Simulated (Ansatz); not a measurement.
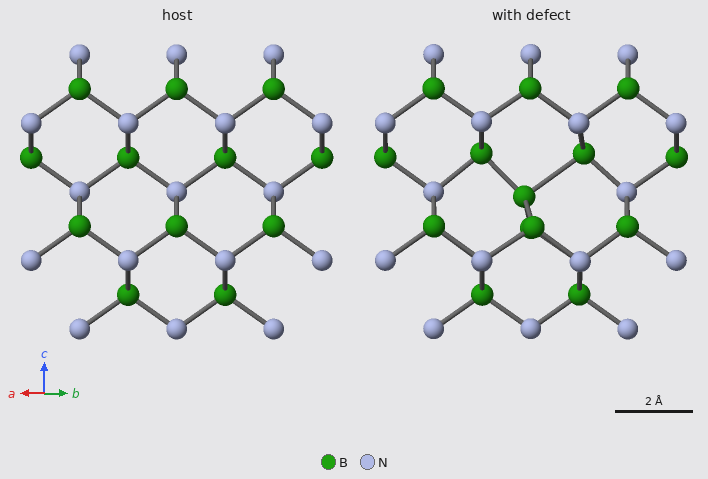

Left: perfect BN. Right: the same region with one point defect, after relaxing the atoms in a supercell of 64 sites. A ball-and-stick model of the atoms within 4.6 Å of one point, in a slice 3.4 Å thick across the line of sight, seen along [110].

Theory: DFT, PBEsol, PAW, plane waves (Ansatz). Set-up: plane-wave cutoff 420 eV; k-point mesh 1 × 1 × 1; mesh shifted by (0.25, 0.25, 0.25); no spin polarisation. Fermi-Dirac smearing of 0.01 eV. The axes drawn are those of the host's conventional cell.

What kind of defect was made?

A nitrogen atom is replaced by boron.

The charge state of the cell is 0.

What does the relaxation do around it?

In the host the N atom has 4 B at 1.56 Å; the B atom ends with 3 B at 1.59 to 1.60 Å. Of the host's atoms, a boron atom moves furthest from its site, by 0.16 Å. The B atom itself moves 0.21 Å from where it was put.

Limits of the set-up: the periodic images lie only 7.2 Å apart, so the values are limited by the cell's size.
